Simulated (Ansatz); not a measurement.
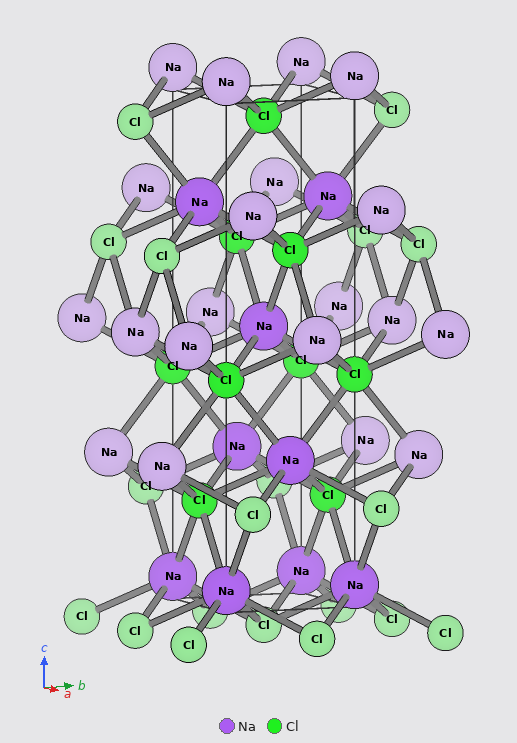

This ball-and-stick model is shown slightly off an axis. The conventional unit cell is outlined; an atom on or near a face, edge or corner is repeated at each equivalent position. Bonded atoms from the next cells complete the picture, in fainter colours.

NaCl, space group I4_1md (No. 109), a = 3.704 Å, b = 3.704 Å, c = 13.641 Å, α = 90.00°, β = 90.00°, γ = 90.00°. Its origin is a structure type filled with these elements by a generator (whether the compound takes this form wasn't checked). Earlier steps of the study may have refined or changed the cell and positions. It was run through Ansatz as a DFT input.

This one geometry was computed with Ansatz (DFT, plane waves, PAW) at three levels of theory: HSE06, LDA and PBE.

Which level gives the highest pressure at this volume, and what does that say about its equilibrium volume?

Highest: PBE (0.0 GPa), which points to the largest equilibrium volume. Lowest, with the smallest volume: LDA (-2.9 GPa). Levels within 0.5 GPa of each other can't be told apart.

How does the band gap change with the level of theory?

LDA: a gap of 4.03 eV, indirect; PBE: a gap of 4.43 eV, indirect; HSE06: a gap of 5.75 eV, indirect.

Collect the results in a table.

| level | cutoff (eV) | k-mesh of the run's cell | gap (eV) | pressure (GPa) |
| --- | --- | --- | --- | --- |
| HSE06 | 420 | 6×6×6 | 5.75 | -0.5 |
| LDA | 420 | 8×8×8 | 4.03 | -2.9 |
| PBE | 420 | 8×8×8 | 4.43 | 0.0 |

Gaps are taken on the k-mesh or band path of each run.
